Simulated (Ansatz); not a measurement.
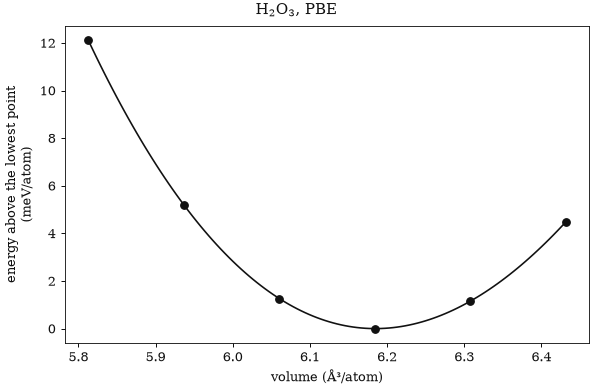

Plotted: energy above the lowest point against volume for H₂O₃, space group Pn-3m (No. 224) (one of a set of cubic test structures, which need not be the stable phase).

How it was computed, with Ansatz 0.2.0 development build: equation of state of a cubic crystal from periodic Kohn-Sham density functional theory without spin, third-order Birch-Murnaghan fit to the free energies; pressure corrected for the finite basis. Level: PBE.

structure type cubic X2O3; atoms in cell 10; space group number 224; lattice centring simple cubic; k mesh 14×14×14; occupation method Fermi–Dirac; occupation width 0.06123 eV; wave cutoff 700 eV; datasets hard PAW; density tolerance 1e−09 eV; bands 30; density cutoff ratio 4; search for lower states default.

Q: What equilibrium volume and bulk modulus follow from the curve?

A: A third-order Birch–Murnaghan fit gives V0 = 6.18 Å³/atom, B0 = 156 GPa and B′ = 4.2.

Limits of the calculation: cubic model structure, not the ambient form; modest k-mesh, values are not fully converged in k.
